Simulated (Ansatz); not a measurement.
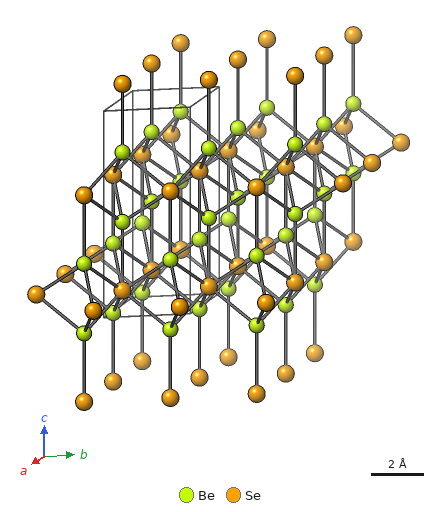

Starting structure of solid Be₂Se (built on the 2H molybdenite_194 type). A ball-and-stick model of the cell of the calculation, repeated 3 × 3 × 1 with one cell outlined, seen slightly off an axis.

Case: 2H molybdenite type (P6_3/mmc, No. 194).

Theory: DFT PBE, scalar-relativistic, plane waves, PAW in Ansatz 0.2.0.

The input:
```yaml
crystal:
  lattice:
    - [3.4215257036, 0.0, 0.0]
    - [-1.7107628518, 2.963128179, 0.0]
    - [0.0, 0.0, 8.3032317657]
  atoms:
    - { symbol: Be, position: [0.3333333333, 0.6666666667, 0.5817024113] }
    - { symbol: Be, position: [0.6666666667, 0.3333333333, 0.0817024113] }
    - { symbol: Be, position: [0.3333333333, 0.6666666667, 0.9182975887] }
    - { symbol: Be, position: [0.6666666667, 0.3333333333, 0.4182975887] }
    - { symbol: Se, position: [0.3333333333, 0.6666666667, 0.25] }
    - { symbol: Se, position: [0.6666666667, 0.3333333333, 0.75] }
basis:
  ecutwfc: 420
kpoints:
  mp_grid: { grid: [12, 12, 6] }
hamiltonian:
  xc: pbe
scf:
  occupations: { method: gaussian, width: 0.1 }
output:
  forces: true
  stress: true
  eigenvalues: true
relax:
  adjacent_minimum: "off"
  f_tol: 0.01
  max_steps: 80
  cell: { stress_tol: 0.05 }
```

Command:
```bash
ansatz run input.yaml --threads 1 --pin off --max-ram 2560MiB --backend cpu --events-out ev --progress --plain --runs-dir out
```

### What does the optimiser find from here?

Over 4 accepted moves (5 points after the start) the energy falls by 5.3 meV per atom. Largest force component: 0.069 eV/Å at the start, 0.001 eV/Å at the end. Pressure: −0.50 GPa at the start and 0.03 GPa at the end. At 1 point the geometry stayed and the basis and grid were re-selected for the new cell (energy shift of less than 0.05 meV per atom at most each time). The largest moves relative to the cell, 0.029 Å, are those of Be1, Be2, Be3 and Be4. Be3 goes along +c. Se stays in place. The volume changes by −0.7 %, with a = b 3.422 → 3.453 Å (+0.9 %), c 8.303 → 8.093 Å (−2.5 %). Among the contacts that change: Be1–Se5 2.754 → 2.655 Å, Be1–Se6 2.420 → 2.431 Å. The space group stays P6_3/mmc (No. 194). The run took 60 s on 1 thread of Arm Neoverse V1 (shared host), peak memory 0.43 GiB.

Final geometry:

```
CELL_PARAMETERS angstrom
3.45282 0.00000 0.00000
-1.72641 2.99023 0.00000
0.00000 0.00000 8.09324
ATOMIC_POSITIONS crystal
Be 0.33333 0.66667 0.57811
Be 0.66667 0.33333 0.07811
Be 0.33333 0.66667 0.92189
Be 0.66667 0.33333 0.42189
Se 0.33333 0.66667 0.25000
Se 0.66667 0.33333 0.75000
```

The end point in the same view:

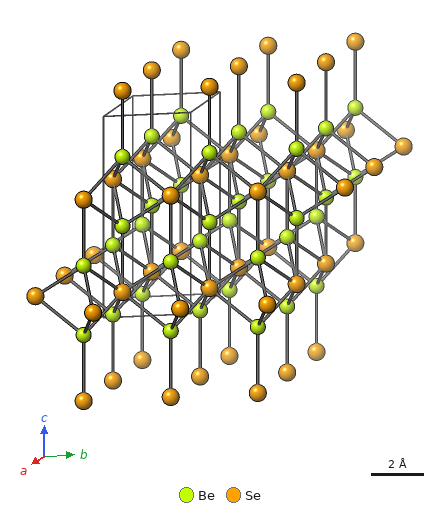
